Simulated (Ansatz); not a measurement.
GaAs: geometry relaxation (part 1 of 2)

- system: GaAs (slab, 6 atoms in the cell)
- method: DFT PBEsol, scalar-relativistic, plane waves, PAW, no spin polarisation (Ansatz 0.2.0)

The structure derives from an entry of the Crystallography Open Database. The input holds or restrains some coordinates. Forces given for the steps count only the free coordinates. It belongs to a series of runs on one base structure; here: clean slab, lower half held.

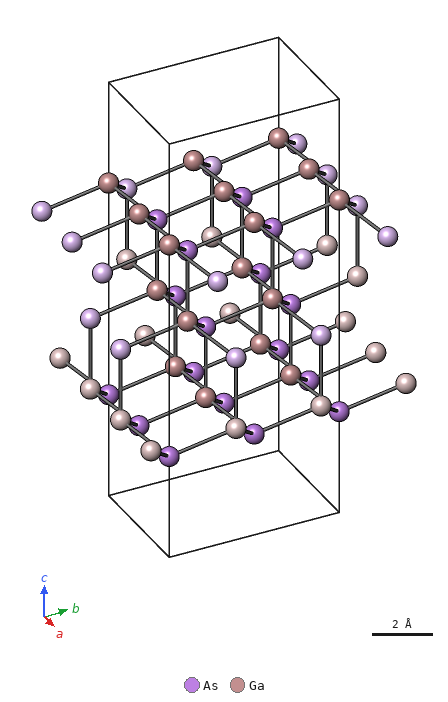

Fig. 1: The starting structure (ball-and-stick view of the 2 × 2 repeat of the cell, with the vacuum cut short, seen slightly off an axis; neighbours outside the cell are drawn fainter). An atom can appear more than once, as a periodic image.

Input:
```yaml
crystal:
  lattice:
    - [4.0010046519, 0.0, 0.0]
    - [-2.000502326, 3.4649716692, 0.0]
    - [0.0, 0.0, 24.3503148918]
  atoms:
    - { symbol: As, position: [0.0, 0.0, 0.3490714612] }
    - { symbol: Ga, position: [0.3333333333, 0.6666666667, 0.3826111365] }
    - { symbol: As, position: [0.3333333333, 0.6666666667, 0.4832301624] }
    - { symbol: Ga, position: [0.6666666667, 0.3333333333, 0.5167698376] }
    - { symbol: As, position: [0.6666666667, 0.3333333333, 0.6173888635] }
    - { symbol: Ga, position: [0.0, 0.0, 0.6509285388] }
basis:
  ecutwfc: 420
kpoints:
  mp_grid: { grid: [9, 9, 1] }
hamiltonian:
  xc: pbesol
scf:
  occupations: { method: gaussian, width: 0.05 }
output:
  forces: true
  eigenvalues: true
  write_density: true
  write_potential: true
  elf: true
  volumetric_format: npy
relax:
  adjacent_minimum: "off"
  f_tol: 0.03
  max_steps: 70
  constraints: [{ sites: [0, 1, 2] }]
efield:
  axis: 3
  dipole_correction: true
  ramp_width: 0.04
```

Machine: 4 threads of Arm Neoverse V2, 24 GiB of memory available, shared host.

Command:
```bash
ansatz run input.yaml --threads 4 --pin off --max-ram 10240MiB --backend cpu --events-out ev --progress --plain --runs-dir out
```

Output:
```
Engine: ansatz 0.2.0, aarch64-unknown-linux-gnu
Pseudopotentials: kind: paw
Pseudopotential: As, paw, valence charge 15, recommended cutoff 420 eV (normal), As.paw.azcp
Pseudopotential: Ga, paw, valence charge 13, recommended cutoff 420 eV (normal), Ga.paw.azcp
Functional definition: PBEsol
  exchange = pbesol_x
  correlation = pbesol_c
Crystal: 6 atoms, lattice volume = 337.577 Å³
Basis set: ecut = 420 eV, 6633 PW (Γ), exchange–correlation on 54×54×360 points (8 copies of the dense FFT grid, shifted against one another)
Bands: 51, of which v1, the nominal top of the filled ones, is band 42 counted from 1 (41 counted from 0)
Symmetry: 6 space group operations
Space group: P3m1 (ITA 156), of the structure as read, at distance tolerance 7.0e-5 Å
k-points: 12 of 81 (time reversal used)
Non-local potential: As, projectors of the file, l = 0: 2, l = 1: 2, l = 2: 3, l = 3: 1
Non-local potential: Ga, projectors of the file, l = 0: 2, l = 1: 2, l = 2: 3, l = 3: 1
PAW form: soft (Blöchl's): semilocal exchange-correlation on the pseudo side does not see the compensation charge
PAW frozen core: As, regenerated for the run's functional, and the local potential with it (the file was generated under x = pbe(κ = 0.804, μ = 0.2195149727645171), c = pbe(β = 0.06672455060314922))
PAW frozen core: Ga, regenerated for the run's functional, and the local potential with it (the file was generated under x = pbe(κ = 0.804, μ = 0.2195149727645171), c = pbe(β = 0.06672455060314922))
PAW one-centre angular grid: As, 590 points (default); XC on 64 Gauss nodes
PAW one-centre angular grid: Ga, 590 points (default); XC on 64 Gauss nodes
Initial density: superposition of atomic densities (neutral atoms: chi_scale 0, normalization atom), corrected by the library's trained network
Initial wavefunctions: pseudopotential atomic-orbital guess
Functional: x = pbesol(κ = 0.804, μ = 0.12345679012345678), c = pbesol(β = 0.046)
SCF iter   1: F=—  HF=-25668.584718 eV  |F-HF|=—  |Δ(HF+E_count)|=         —  Δρ=3.77e-3  dr2=1.10e0  ethr=1.77e-3  p=0.142 e·Å  D=7.59e-2 V/Å  ΔV_dip=-1.85 eV  dr2_dipole=5.25e-1  V_vac-E_F(+/−)=3.61/5.46 eV  ⟨swp⟩=6.7  Hψ=2302  notcnv=0  defer=11
efield: sawtooth ramp at fractional position 0.9800 (placed from the atoms, in the widest stretch of the axis that holds none; the zero of the levels goes with the place), width 0.0400; the density the first Hamiltonian is built on has a dipole p = 0.142 e·Å; the dipole correction subtracts the counter field D = 7.59e-2 V/Å, which shifts the + side's vacuum level by -1.85 eV against the − side's; the planar-averaged density in the ramp window peaks in size at 2.6e-5 e/Å³
preconditioner: auto → LDOS  [insulator: Δε(μ)=0.198 eV  Ē_g=14.049 eV  σ=0.050 eV  W_gap=0.76  n_scr=70 (ndim 8)  ℏωp=14.9 eV  f_vac=0.568  D(μ)=1.97/eV (n_scr^D=6)  ε∞_Penn≈2.1  β→1.0]
SCF iter   2: F=—  HF=-25668.580996 eV  |F-HF|=—  |Δ(HF+E_count)|=   3.72e-3  Δρ=5.32e-3  dr2=2.28e0  ethr=1.31e-3  p=0.189 e·Å  D=1.01e-1 V/Å  ΔV_dip=-2.46 eV  dr2_dipole=1.29e0  V_vac-E_F(+/−)=3.49/5.95 eV  ⟨swp⟩=2.5  Hψ=779  notcnv=0  defer=42
SCF iter   3: F=—  HF=-25668.535390 eV  |F-HF|=—  |Δ(HF+E_count)|=   4.56e-2  Δρ=7.59e-4  dr2=5.60e-3  ethr=1.31e-3  p=0.159 e·Å  D=8.50e-2 V/Å  ΔV_dip=-2.07 eV  dr2_dipole=8.66e-5  V_vac-E_F(+/−)=3.58/5.65 eV  ⟨swp⟩=2.0  Hψ=622  notcnv=0  defer=42
SCF iter   4: F=—  HF=-25668.535280 eV  |F-HF|=—  |Δ(HF+E_count)|=   1.10e-4  Δρ=5.54e-4  dr2=1.33e-2  ethr=6.67e-6  p=0.159 e·Å  D=8.50e-2 V/Å  ΔV_dip=-2.07 eV  dr2_dipole=7.45e-3  V_vac-E_F(+/−)=3.59/5.66 eV  ⟨swp⟩=2.2  Hψ=842  notcnv=0  defer=42
SCF iter   5: F=—  HF=-25668.535013 eV  |F-HF|=—  |Δ(HF+E_count)|=   2.67e-4  Δρ=3.04e-4  dr2=2.25e-3  ethr=6.67e-6  p=0.157 e·Å  D=8.43e-2 V/Å  ΔV_dip=-2.05 eV  dr2_dipole=1.21e-3  V_vac-E_F(+/−)=3.60/5.66 eV  ⟨swp⟩=1.2  Hψ=574  notcnv=0  defer=42
SCF iter   6: F=—  HF=-25668.534928 eV  |F-HF|=—  |Δ(HF+E_count)|=   8.48e-5  Δρ=1.77e-4  dr2=4.84e-4  ethr=2.67e-6  p=0.156 e·Å  D=8.37e-2 V/Å  ΔV_dip=-2.04 eV  dr2_dipole=2.16e-4  V_vac-E_F(+/−)=3.61/5.65 eV  ⟨swp⟩=2.0  Hψ=630  notcnv=0  defer=42
SCF iter   7: F=—  HF=-25668.534891 eV  |F-HF|=—  |Δ(HF+E_count)|=   3.77e-5  Δρ=7.90e-5  dr2=8.95e-5  ethr=5.76e-7  p=0.156 e·Å  D=8.34e-2 V/Å  ΔV_dip=-2.03 eV  dr2_dipole=1.30e-5  V_vac-E_F(+/−)=3.62/5.65 eV  ⟨swp⟩=2.0  Hψ=701  notcnv=0  defer=42
SCF iter   8: F=-25668.534871 eV  HF=-25668.534881 eV  |F-HF|=1.01e-5  |Δ(HF+E_count)|=   1.00e-5  Δρ=3.61e-5  dr2=1.43e-5  ethr=2.68e-8  p=0.155 e·Å  D=8.32e-2 V/Å  ΔV_dip=-2.03 eV  dr2_dipole=1.40e-9  V_vac-E_F(+/−)=3.62/5.65 eV  ⟨swp⟩=21.8  Hψ=6531  notcnv=0
SCF 1 converged in 8 iterations: F = -25668.534871 eV  dr2 = 1.43e-5
  greatest PAW one-centre occupation: 0.999 electrons in one spin orbital (limit 2), on the As atom at site 0 (counted from 0), in its partial waves of l = 2
relax step   1: F+E_penalty+E_count = -25668.53487061 eV  Δ(F+E_penalty+E_count) = +0.000e0 eV  max|allowed force component| = 8.081e-1 eV/Å  Δτ_max = 0.0000 Å  (8 SCF iters, dr2 threshold 2.25e-5 eV, accepted)
Initial density: handed on by an earlier stage of this run
Initial wavefunctions: those handed on with the density
iter 1 solved again at ethr=6.25e-4 eV; its pass at ethr=3.10e-3 eV (dr2=5.25e-1 eV) is discarded
SCF iter   1: F=—  HF=-25668.587381 eV  |F-HF|=—  |Δ(HF+E_count)|=         —  Δρ=2.44e-3  dr2=5.02e-1  ethr=6.25e-4  p=0.155 e·Å  D=8.32e-2 V/Å  ΔV_dip=-2.03 eV  dr2_dipole=2.63e-1  V_vac-E_F(+/−)=3.54/5.57 eV  ⟨swp⟩=1.1  Hψ=1644  notcnv=0  defer=46
efield: sawtooth ramp at fractional position 0.9800 (handed on by an earlier solve), width 0.0400; the density the first Hamiltonian is built on has a dipole p = 0.155 e·Å; the dipole correction subtracts the counter field D = 8.32e-2 V/Å, which shifts the + side's vacuum level by -2.03 eV against the − side's; the planar-averaged density in the ramp window peaks in size at 7.9e-6 e/Å³
preconditioner: auto → LDOS  [insulator: Δε(μ)=0.105 eV  Ē_g=14.087 eV  σ=0.050 eV  W_gap=0.69  n_scr=70 (ndim 8)  ℏωp=14.9 eV  f_vac=0.569  D(μ)=1.97/eV (n_scr^D=6)  ε∞_Penn≈2.1  β→1.0]
SCF iter   2: F=—  HF=-25668.646112 eV  |F-HF|=—  |Δ(HF+E_count)|=   5.87e-2  Δρ=6.18e-3  dr2=3.59e0  ethr=5.98e-4  p=0.195 e·Å  D=1.05e-1 V/Å  ΔV_dip=-2.55 eV  dr2_dipole=2.00e0  V_vac-E_F(+/−)=3.40/5.94 eV  ⟨swp⟩=3.2  Hψ=674  notcnv=0  defer=46  recentre
SCF iter   3: F=—  HF=-25668.577372 eV  |F-HF|=—  |Δ(HF+E_count)|=   6.87e-2  Δρ=1.30e-3  dr2=1.39e-1  ethr=5.98e-4  p=0.160 e·Å  D=8.60e-2 V/Å  ΔV_dip=-2.09 eV  dr2_dipole=7.21e-2  V_vac-E_F(+/−)=3.53/5.62 eV  ⟨swp⟩=2.2  Hψ=749  notcnv=0  defer=46
SCF iter   4: F=—  HF=-25668.575590 eV  |F-HF|=—  |Δ(HF+E_count)|=   1.78e-3  Δρ=7.68e-4  dr2=4.94e-2  ethr=1.65e-4  p=0.166 e·Å  D=8.88e-2 V/Å  ΔV_dip=-2.16 eV  dr2_dipole=2.58e-2  V_vac-E_F(+/−)=3.51/5.67 eV  ⟨swp⟩=1.3  Hψ=571  notcnv=0  defer=46
SCF iter   5: F=—  HF=-25668.575105 eV  |F-HF|=—  |Δ(HF+E_count)|=   4.85e-4  Δρ=5.34e-4  dr2=4.73e-3  ethr=5.88e-5  p=0.165 e·Å  D=8.86e-2 V/Å  ΔV_dip=-2.16 eV  dr2_dipole=1.47e-3  V_vac-E_F(+/−)=3.54/5.69 eV  ⟨swp⟩=1.2  Hψ=568  notcnv=0  defer=46
SCF iter   6: F=—  HF=-25668.574919 eV  |F-HF|=—  |Δ(HF+E_count)|=   1.86e-4  Δρ=3.40e-4  dr2=4.16e-3  ethr=5.63e-6  p=0.165 e·Å  D=8.82e-2 V/Å  ΔV_dip=-2.15 eV  dr2_dipole=1.68e-3  V_vac-E_F(+/−)=3.54/5.69 eV  ⟨swp⟩=1.0  Hψ=607  notcnv=0  defer=46
SCF iter   7: F=—  HF=-25668.574784 eV  |F-HF|=—  |Δ(HF+E_count)|=   1.34e-4  Δρ=1.22e-4  dr2=2.57e-4  ethr=4.95e-6  p=0.164 e·Å  D=8.80e-2 V/Å  ΔV_dip=-2.14 eV  dr2_dipole=6.73e-5  V_vac-E_F(+/−)=3.54/5.68 eV  ⟨swp⟩=1.0  Hψ=566  notcnv=0  defer=46
SCF iter   8: F=—  HF=-25668.574767 eV  |F-HF|=—  |Δ(HF+E_count)|=   1.70e-5  Δρ=6.18e-5  dr2=3.35e-4  ethr=3.06e-7  p=0.164 e·Å  D=8.79e-2 V/Å  ΔV_dip=-2.14 eV  dr2_dipole=1.92e-4  V_vac-E_F(+/−)=3.54/5.68 eV  ⟨swp⟩=2.0  Hψ=687  notcnv=0  defer=46
SCF iter   9: F=-25668.574727 eV  HF=-25668.574762 eV  |F-HF|=3.59e-5  |Δ(HF+E_count)|=   4.93e-6  Δρ=1.83e-5  dr2=2.30e-5  ethr=4.86e-8  p=0.164 e·Å  D=8.77e-2 V/Å  ΔV_dip=-2.14 eV  dr2_dipole=1.38e-5  V_vac-E_F(+/−)=3.54/5.67 eV  ⟨swp⟩=18.9  Hψ=5567  notcnv=0
SCF 2 converged in 9 iterations: F = -25668.574727 eV  dr2 = 2.30e-5
relax step   2: F+E_penalty+E_count = -25668.57472653 eV  Δ(F+E_penalty+E_count) = -3.986e-2 eV  max|allowed force component| = 2.785e-1 eV/Å  Δτ_max = 0.0456 Å  (9 SCF iters, dr2 threshold 4.08e-5 eV, accepted)
iter 1 solved again at ethr=6.72e-5 eV; its pass at ethr=3.10e-3 eV (dr2=5.64e-2 eV) is discarded
SCF iter   1: F=—  HF=-25668.583467 eV  |F-HF|=—  |Δ(HF+E_count)|=         —  Δρ=1.22e-3  dr2=5.04e-2  ethr=6.72e-5  p=0.164 e·Å  D=8.77e-2 V/Å  ΔV_dip=-2.14 eV  dr2_dipole=2.23e-2  V_vac-E_F(+/−)=3.52/5.66 eV  ⟨swp⟩=1.0  Hψ=1599  notcnv=0  defer=43
efield: sawtooth ramp at fractional position 0.9800 (handed on by an earlier solve), width 0.0400; the density the first Hamiltonian is built on has a dipole p = 0.164 e·Å; the dipole correction subtracts the counter field D = 8.77e-2 V/Å, which shifts the + side's vacuum level by -2.14 eV against the − side's; the planar-averaged density in the ramp window peaks in size at 8.7e-6 e/Å³
preconditioner: auto → LDOS  [metal: Δε(μ)=0.024 eV  Ē_g=14.072 eV  σ=0.050 eV  W_gap=0.26  n_scr=70 (ndim 8)  ℏωp=14.9 eV  f_vac=0.568  D(μ)=4.44/eV (n_scr^D=10)  β→1.0]
SCF iter   2: F=—  HF=-25668.582089 eV  |F-HF|=—  |Δ(HF+E_count)|=   1.38e-3  Δρ=4.01e-4  dr2=1.88e-3  ethr=5.99e-5  p=0.168 e·Å  D=9.03e-2 V/Å  ΔV_dip=-2.20 eV  dr2_dipole=8.40e-4  V_vac-E_F(+/−)=3.50/5.70 eV  ⟨swp⟩=1.9  Hψ=598  notcnv=0  defer=43
SCF iter   3: F=—  HF=-25668.582018 eV  |F-HF|=—  |Δ(HF+E_count)|=   7.14e-5  Δρ=1.63e-4  dr2=6.42e-4  ethr=2.24e-6  p=0.167 e·Å  D=8.93e-2 V/Å  ΔV_dip=-2.17 eV  dr2_dipole=1.32e-4  V_vac-E_F(+/−)=3.51/5.68 eV  ⟨swp⟩=2.0  Hψ=848  notcnv=0  defer=43
SCF iter   4: F=—  HF=-25668.581976 eV  |F-HF|=—  |Δ(HF+E_count)|=   4.18e-5  Δρ=7.91e-5  dr2=1.25e-4  ethr=7.65e-7  p=0.167 e·Å  D=8.93e-2 V/Å  ΔV_dip=-2.18 eV  dr2_dipole=2.37e-5  V_vac-E_F(+/−)=3.51/5.68 eV  ⟨swp⟩=2.1  Hψ=851  notcnv=0  defer=43
SCF iter   5: F=—  HF=-25668.581963 eV  |F-HF|=—  |Δ(HF+E_count)|=   1.28e-5  Δρ=5.27e-5  dr2=4.97e-5  ethr=1.48e-7  p=0.167 e·Å  D=8.93e-2 V/Å  ΔV_dip=-2.17 eV  dr2_dipole=1.12e-5  V_vac-E_F(+/−)=3.51/5.68 eV  ⟨swp⟩=2.0  Hψ=787  notcnv=0  defer=43
SCF iter   6: F=—  HF=-25668.581959 eV  |F-HF|=—  |Δ(HF+E_count)|=   4.03e-6  Δρ=3.40e-5  dr2=2.48e-5  ethr=5.92e-8  p=0.166 e·Å  D=8.91e-2 V/Å  ΔV_dip=-2.17 eV  dr2_dipole=9.38e-6  V_vac-E_F(+/−)=3.51/5.68 eV  ⟨swp⟩=2.0  Hψ=881  notcnv=0  defer=43
SCF iter   7: F=-25668.581955 eV  HF=-25668.581956 eV  |F-HF|=1.27e-6  |Δ(HF+E_count)|=   2.87e-6  Δρ=1.05e-5  dr2=1.59e-6  ethr=5.77e-9  p=0.166 e·Å  D=8.90e-2 V/Å  ΔV_dip=-2.17 eV  dr2_dipole=4.07e-7  V_vac-E_F(+/−)=3.51/5.68 eV  ⟨swp⟩=18.2  Hψ=5467  notcnv=0
SCF 3 converged in 7 iterations: F = -25668.581955 eV  dr2 = 1.59e-6
  Residual-converged pass: ⟨swp⟩=1.1  Hψ=661  notcnv=0  max |occ|·‖R‖ = 6.8e-9 eV (tolerance 1.0e-8 eV)  dr2=1.59e-6  dr2_onsite=8.58e-8  max |Δocc| = 1.1e-11
relax step   3: F+E_penalty+E_count = -25668.58195504 eV  Δ(F+E_penalty+E_count) = -7.229e-3 eV  max|allowed force component| = 3.304e-2 eV/Å  Δτ_max = 0.0435 Å  (7 SCF iters, dr2 threshold 4.85e-6 eV, accepted)
SCF iter   1: F=—  HF=-25668.582386 eV  |F-HF|=—  |Δ(HF+E_count)|=         —  Δρ=4.73e-4  dr2=1.65e-2  ethr=6.29e-5  p=0.166 e·Å  D=8.90e-2 V/Å  ΔV_dip=-2.17 eV  dr2_dipole=8.79e-3  V_vac-E_F(+/−)=3.50/5.67 eV  ⟨swp⟩=2.2  Hψ=995  notcnv=0  defer=43
efield: sawtooth ramp at fractional position 0.9800 (handed on by an earlier solve), width 0.0400; the density the first Hamiltonian is built on has a dipole p = 0.166 e·Å; the dipole correction subtracts the counter field D = 8.90e-2 V/Å, which shifts the + side's vacuum level by -2.17 eV against the − side's; the planar-averaged density in the ramp window peaks in size at 8.0e-6 e/Å³
preconditioner: auto → LDOS  [metal: Δε(μ)=0.013 eV  Ē_g=14.075 eV  σ=0.050 eV  W_gap=0.15  n_scr=70 (ndim 8)  ℏωp=14.9 eV  f_vac=0.568  D(μ)=4.81/eV (n_scr^D=12)  β→1.0]
SCF iter   2: F=—  HF=-25668.582143 eV  |F-HF|=—  |Δ(HF+E_count)|=   2.44e-4  Δρ=1.49e-4  dr2=1.36e-3  ethr=1.96e-5  p=0.168 e·Å  D=9.01e-2 V/Å  ΔV_dip=-2.19 eV  dr2_dipole=7.66e-4  V_vac-E_F(+/−)=3.50/5.69 eV  ⟨swp⟩=1.2  Hψ=714  notcnv=0  defer=39
SCF iter   3: F=—  HF=-25668.582123 eV  |F-HF|=—  |Δ(HF+E_count)|=   1.94e-5  Δρ=4.94e-5  dr2=9.14e-5  ethr=1.62e-6  p=0.167 e·Å  D=8.95e-2 V/Å  ΔV_dip=-2.18 eV  dr2_dipole=4.63e-5  V_vac-E_F(+/−)=3.50/5.68 eV  ⟨swp⟩=1.2  Hψ=576  notcnv=0  defer=39
SCF iter   4: F=—  HF=-25668.582127 eV  |F-HF|=—  |Δ(HF+E_count)|=   3.50e-6  Δρ=1.78e-5  dr2=4.00e-6  ethr=1.09e-7  p=0.167 e·Å  D=8.95e-2 V/Å  ΔV_dip=-2.18 eV  dr2_dipole=1.16e-6  V_vac-E_F(+/−)=3.50/5.68 eV  ⟨swp⟩=1.2  Hψ=582  notcnv=0  defer=39
SCF iter   5: F=—  HF=-25668.582127 eV  |F-HF|=—  |Δ(HF+E_count)|=   9.80e-9  Δρ=1.10e-5  dr2=1.51e-6  ethr=4.76e-9  p=0.167 e·Å  D=8.95e-2 V/Å  ΔV_dip=-2.18 eV  dr2_dipole=3.62e-7  V_vac-E_F(+/−)=3.50/5.68 eV  ⟨swp⟩=2.0  Hψ=880  notcnv=0  defer=39
SCF iter   6: F=—  HF=-25668.582127 eV  |F-HF|=—  |Δ(HF+E_count)|=   3.48e-8  Δρ=5.44e-6  dr2=3.84e-7  ethr=1.80e-9  p=0.167 e·Å  D=8.95e-2 V/Å  ΔV_dip=-2.18 eV  dr2_dipole=8.00e-8  V_vac-E_F(+/−)=3.50/5.68 eV  ⟨swp⟩=2.0  Hψ=652  notcnv=0  defer=39
SCF iter   7: F=—  HF=-25668.582127 eV  |F-HF|=—  |Δ(HF+E_count)|=   5.77e-9  Δρ=2.51e-6  dr2=1.18e-7  ethr=1.19e-10  p=0.167 e·Å  D=8.95e-2 V/Å  ΔV_dip=-2.18 eV  dr2_dipole=4.23e-8  V_vac-E_F(+/−)=3.50/5.68 eV  ⟨swp⟩=15.7  Hψ=4607  notcnv=0
SCF iter   8: F=-25668.582127 eV  HF=-25668.582127 eV  |F-HF|=2.90e-8  |Δ(HF+E_count)|=   9.57e-9  Δρ=1.19e-6  dr2=2.78e-8  ethr=1.19e-10  p=0.167 e·Å  D=8.95e-2 V/Å  ΔV_dip=-2.18 eV  dr2_dipole=1.12e-8  V_vac-E_F(+/−)=3.50/5.68 eV  ⟨swp⟩=10.0  Hψ=4115  notcnv=0
SCF 4 converged in 8 iterations: F = -25668.582127 eV  dr2 = 2.78e-8
relax step   4: F+E_penalty+E_count = -25668.58212676 eV  Δ(F+E_penalty+E_count) = -1.717e-4 eV  max|allowed force component| = 5.229e-3 eV/Å  Δτ_max = 0.0151 Å  (8 SCF iters, accepted)
```

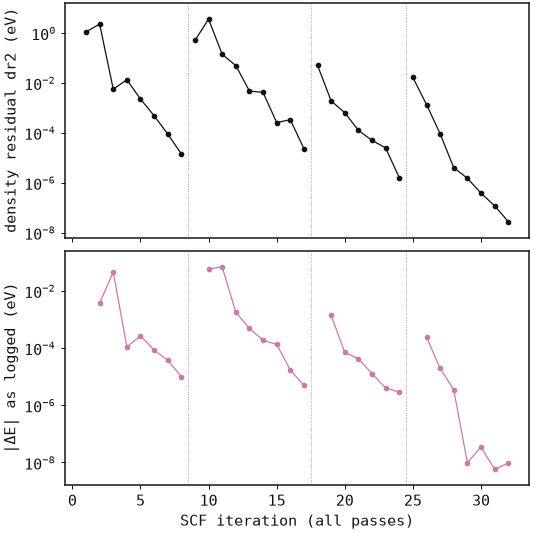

Fig. 2: Convergence of the self-consistent field: density residual dr2 and size of the energy change against the SCF iteration. The dotted lines part the SCF passes of the relaxation: geometry steps, rejected trials and re-solves on a re-selected basis. The passes take 8, 9, 7 and 8 iterations.
